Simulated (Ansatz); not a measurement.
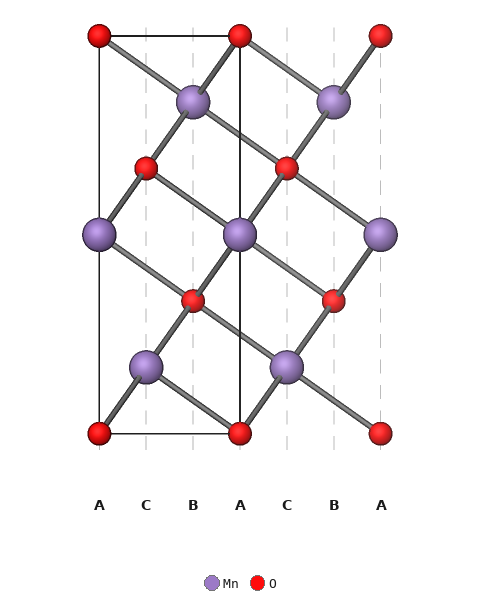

Projection along an edge of the hexagonal mesh, stacking direction [111] upwards. The dashed lines mark the three columns A (0, 0), B (1/3, 2/3) and C (2/3, 1/3). The box is the hexagonal cell of the face-centred cubic lattice. The sequence starts with the first layer at or above the cell's origin.

MnO: coordinates from a relaxation with DFT PBE, scalar-relativistic, plane waves, PAW in Ansatz 0.2.0; the starting structure was generated, so it need not be a known form of this composition.

### Give the sequence of layers in one repeat, with element and column.

O(A) – Mn(C) – O(B) – Mn(A) – O(C) – Mn(B) (six layers in 7.69 Å).

### How are the O layers alone stacked?

O layers alone: ABC, the cubic close-packed type.

### Which positions between or in the O layers do the other atoms fill?

Mn: three octahedral sites in each hexagonal cell.

Heights of the layers:

```json
{"layer": "1", "atoms (column)": "O(A)", "height (Å)": "0.00", "to next (Å)": "1.28"}
{"layer": "2", "atoms (column)": "Mn(C)", "height (Å)": "1.28", "to next (Å)": "1.28"}
{"layer": "3", "atoms (column)": "O(B)", "height (Å)": "2.56", "to next (Å)": "1.28"}
{"layer": "4", "atoms (column)": "Mn(A)", "height (Å)": "3.85", "to next (Å)": "1.28"}
{"layer": "5", "atoms (column)": "O(C)", "height (Å)": "5.13", "to next (Å)": "1.28"}
{"layer": "6", "atoms (column)": "Mn(B)", "height (Å)": "6.41", "to next (Å)": "1.28"}
```
